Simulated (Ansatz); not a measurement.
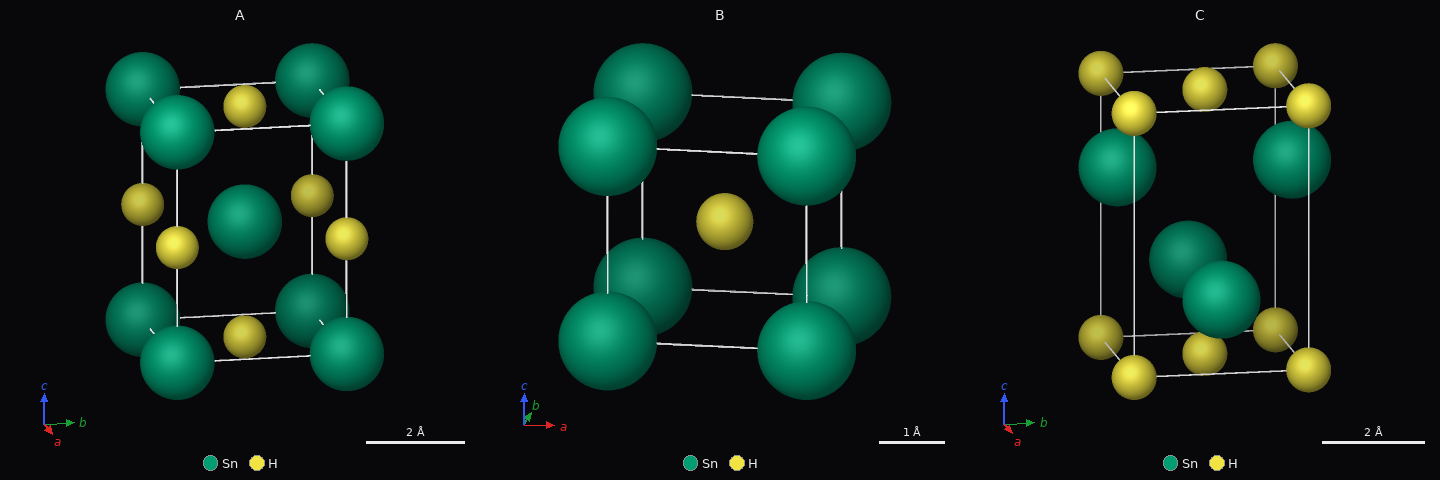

Three structures of SnH, each relaxed to rest (conventional cells in solid outline, small ones repeated, each panel with its own scale). Method: DFT PBE, scalar-relativistic, plane waves, PAW (Ansatz), without spin polarisation.

Question: What are the structures shown?

Answer: A: 4 atoms a cell on a body-centred tetragonal lattice, I4/mmm; B: caesium chloride (CsCl, B2) type, Pm-3m; C: 4 atoms a cell on a primitive tetragonal lattice, P4/nmm.

Question: Which of these is lowest in energy, and how far above it do the others lie?

Answer: C, then A (+93 meV/atom) and B (+204 meV/atom), energies at zero smearing.

Question: Collect the results in a table.

Answer:
| panel | structure | E − E(lowest) (meV/atom) | volume (Å³/atom) | gap (eV) |
| --- | --- | --- | --- | --- |
| C | P4/nmm | 0 | 16.2 | metal |
| A | I4/mmm | 93 | 15.6 | metal |
| B | Pm-3m | 204 | 15.4 | metal |

Some of these may be structure types tried for this composition rather than known phases, and the most stable form need not be among them. Gaps are taken on the k-mesh or band path of each run.
